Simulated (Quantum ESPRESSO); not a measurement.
**CaO (Lime): from Born charge to LO-TO splitting**

Wanted: the LO mode of CaO (Lime) from the TO mode and the field response.

Method: DFT LDA, scalar-relativistic, plane waves, PseudoDojo norm-conserving pseudopotentials, in Quantum ESPRESSO 8.0 development, patched.

## 1. The relaxed structure

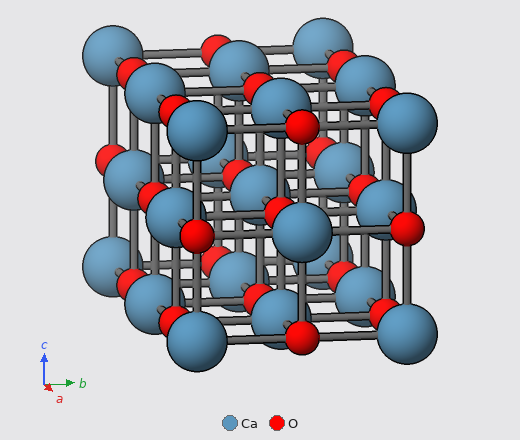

The starting structure, seen slightly off an axis (calcium blue, oxygen red). 2×1×1 cells are drawn. This picture shows the conventional cell, with its axes. Some periodic images of atoms are drawn too.

Coordinates:

```
CELL_PARAMETERS angstrom
-2.35206 0.00000 2.35206
0.00000 2.35206 2.35206
-2.35206 2.35206 0.00000
ATOMIC_POSITIONS crystal
Ca 0.00000 0.00000 0.00000
O 0.50000 0.50000 0.50000
```

This is the cell after its relaxation at this level of theory, not the database cell from which that began.

## 2. What the response run gave

A linear-response run on the relaxed cell, with the response to an electric field; only its zone-centre results are used. Cutoff 84 Ry, k mesh 8×8×8.

The program printed:

```text
[banners, grids, parts of the stress and lines that vanish by symmetry left out]
Program PHONON v.8.0dev
     Dynamical matrices for q-points given in input
     (   1q-points):
[...]
Exchange-correlation= PW
                           (   1   4   0   0   0   0   0)
[...]
kinetic-energy cut-off    =      84.0000  Ry
     charge density cut-off    =     336.0000  Ry
     convergence threshold     =      1.0E-18
[...]
Exchange-correlation= PW
                           (   1   4   0   0   0   0   0)
[...]
q = (   0.0000000   0.0000000   0.0000000 )
     49 Sym.Ops. (with q -> -q+G )
     G cutoff =  672.5658  (  18197 G-vectors)     FFT grid: ( 40, 40, 40)
     number of k points=    29
[...]
Mode symmetry, O_h (m-3m)  point group:
[...]
Dielectric constant
[...]
End of electric fields calculation
          Dielectric constant in cartesian axis
          (       3.870661255      -0.000000000       0.000000000 )
          (      -0.000000000       3.870661255       0.000000000 )
          (       0.000000000      -0.000000000       3.870661255 )
          Effective charges (d Force / dE) in cartesian axis without acoustic sum rule applied (asr)
           atom    1  Ca    Mean Z*:        2.37852
      Ex  (        2.37852       -0.00000       -0.00000 )
      Ey  (       -0.00000        2.37852        0.00000 )
      Ez  (       -0.00000        0.00000        2.37852 )
           atom    2  O     Mean Z*:       -2.37887
      Ex  (       -2.37887        0.00000        0.00000 )
      Ey  (        0.00000       -2.37887       -0.00000 )
      Ez  (        0.00000       -0.00000       -2.37887 )
          Effective charges Sum: Mean:       -0.00035
[...]
Effective charges (d Force / dE) in cartesian axis with asr applied:
           atom    1  Ca    Mean Z*:        2.37869
[...]
atom    2  O     Mean Z*:       -2.37869
[...]
Dielectric constant from finite-differences
          (       3.870658996      -0.000000000       0.000000000 )
          (      -0.000000000       3.870658996      -0.000000000 )
          (       0.000000000       0.000000000       3.870658996 )
[...]
(      -0.000000000      -0.000000000      -0.000000000 )
          (       0.000000000      -0.000000000      -0.000000000 )
          (      -0.000000000      -0.000000000       0.000000000 )
          (      -0.000000000      -0.000000000      -0.000000000 )
          (      -0.000000000      -0.000000000      -0.000000000 )
          (      -0.000000000      -0.000000000      -0.000000000 )
          (      -0.000000000       0.000000000      -0.000000000 )
          (       0.000000000       0.000000000       0.000000000 )
[...]
(       0.000000000       0.000000000       0.000000000 )
          (      -0.000000000       0.000000000      -0.000000000 )
          (      -0.000000000      -0.000000000       0.000000000 )
          (       0.000000000       0.000000000      -0.000000000 )
          (      -0.000000000      -0.000000000       0.000000000 )
[...]
Representation #   1 modes #   1   2   3
[...]
End of self-consistent calculation
     Convergence has been achieved
     Representation #   2 modes #   4   5   6
[...]
End of self-consistent calculation
     Convergence has been achieved
[...]
Dielectric constant in cartesian axis
          (       3.870661255      -0.000000000       0.000000000 )
          (      -0.000000000       3.870661255       0.000000000 )
          (       0.000000000      -0.000000000       3.870661255 )
          Effective charges (d Force / dE) in cartesian axis without acoustic sum rule applied (asr)
           atom    1  Ca    Mean Z*:        2.37852
      Ex  (        2.37852       -0.00000       -0.00000 )
      Ey  (       -0.00000        2.37852        0.00000 )
      Ez  (       -0.00000        0.00000        2.37852 )
           atom    2  O     Mean Z*:       -2.37887
      Ex  (       -2.37887        0.00000        0.00000 )
      Ey  (        0.00000       -2.37887       -0.00000 )
      Ez  (        0.00000       -0.00000       -2.37887 )
          Effective charges Sum: Mean:       -0.00035
[...]
Effective charges (d Force / dE) in cartesian axis with asr applied:
           atom    1  Ca    Mean Z*:        2.37869
[...]
atom    2  O     Mean Z*:       -2.37869
[...]
q = (    0.000000000   0.000000000   0.000000000 )
[...]
freq (    1) =       0.047216 [THz] =       1.574971 [cm-1]
     freq (    2) =       0.047216 [THz] =       1.574971 [cm-1]
     freq (    3) =       0.047216 [THz] =       1.574971 [cm-1]
     freq (    4) =       8.721573 [THz] =     290.920347 [cm-1]
     freq (    5) =       8.721573 [THz] =     290.920347 [cm-1]
     freq (    6) =       8.721573 [THz] =     290.920347 [cm-1]
[...]
Mode symmetry, O_h (m-3m)  point group:
     freq (   1-   3) =          1.6  [cm-1]   --> T_1u G_15  G_4- I
     freq (   4-   6) =        290.9  [cm-1]   --> T_1u G_15  G_4- I

   JOB DONE.
```

| quantity | value |
| --- | --- |
| cell volume Ω (Å³) | 26.024 |
| mass of Ca (u) | 40.078 |
| mass of O (u) | 15.999 |
| Born charge of Ca, raw (e) | 2.378 |
| Born charge of O, raw (e) | -2.379 |
| ε∞ | 3.871 |
| ω(TO) after the sum rule (cm⁻¹) | 290.9 |

## 3. The calculation

The charges must sum to zero over the cell; taking off their mean, 0.000 e, leaves Z* = 2.379 e on Ca. In the polar mode Ca moves against O, so the reduced mass is μ = 40.08 × 16.00 / 56.08 = 11.434 u.

A longitudinal wave builds up a field that adds to the restoring force: ω(LO)² = ω(TO)² + 4π Z*² / (μ Ω ε∞), in Hartree atomic units. With μ = 20844 electron masses and Ω = 175.62 bohr³ the second term is 5.0183e-06 Ha², or 241725 cm⁻² (1 Ha = 219474.6 cm⁻¹).

So ω(LO) = √(84623 + 241725) = 571.3 cm⁻¹, and by the Lyddane-Sachs-Teller relation ε₀ = ε∞ (ω(LO)/ω(TO))² = 14.93.

## 4. Check against the program

The analysis program adds the same non-analytic term to the full matrix, here for q along (1 0 0).

The program printed:

```text
[banner, memory and clock lines left out]
Program DYNMAT v.8.0dev

     Reading Dynamical Matrix from file g.dyn
     ...Force constants read
     ...epsilon and Z* read
     ...Raman cross sections read

     Polarizability (A^3 units)
     multiply by 0.511016 for Clausius-Mossotti correction (not under assume_isolated = 'mt')
         5.944952   -0.000000    0.000000
        -0.000000    5.944952   -0.000000
         0.000000    0.000000    5.944952

     IR activities are in (D/A)^2/amu units

# mode   [cm-1]    [THz]      IR
    1     -0.00   -0.0000    0.0000
    2      0.00    0.0000    0.0000
    3      0.00    0.0000    0.0000
    4    290.90    8.7211   11.4165
    5    290.90    8.7211   11.4165
    6    571.27   17.1263   11.4165
```

ε₀ comes from the program's run without a direction of q.

```csv
quantity,by hand,program
ω(LO) (cm⁻¹),571.3,571.3
ε₀,14.93,14.93
```

## 5. What came out

```json
{
 "TO mode": "290.9 cm⁻¹",
 "LO mode": "571.3 cm⁻¹",
 "static dielectric constant": "14.93"
}
```

In words: The LO mode of CaO (Lime) lies at 571 cm⁻¹, 280 cm⁻¹ above the TO mode; the formula meets the program within 0.1 cm⁻¹, as it must for a cubic crystal with one polar mode. ω(LO)² − ω(TO)² goes with Z*²/ε∞: an error of 5 % in ε∞ would move the LO mode by 10.2 cm⁻¹, and semilocal functionals tend to overestimate ε∞. These are harmonic values at zero temperature, at the volume of this functional, for the structure held cubic; stability elsewhere in the zone is no part of this calculation.

[Host names and launcher messages were left out of these logs when they were recorded.]

[Logs are printed without paths, hosts, clocks, repeated set-up lines and the standing remarks that a program may print on its own settings, such as how far it seeks lower states.]

[Hosts, paths, dates, database ids (printed as entryN), source tags and the programs' standing remarks are cut or masked in the printed files.]
